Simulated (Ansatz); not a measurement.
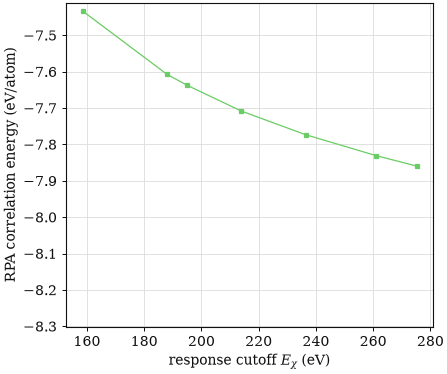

RPA correlation energy at response cutoffs from 158 to 275 eV.
- system: C (P-1, 2 atoms in the cell)
- method: Ansatz, RPA correlation and exact exchange on PBE orbitals, soft PAW set, first generation; cutoff 420 eV, 73 empty bands, 2×2×2 k-mesh

> Extrapolate to the basis limit.

About −8.19 eV per atom by a fit through all points (−8.21 from the last two alone), at the number of bands used. The largest cutoff gives −7.86, so about 330 meV per atom (4.0 %) is still missing. The error falls as the cutoff to the power −3/2.
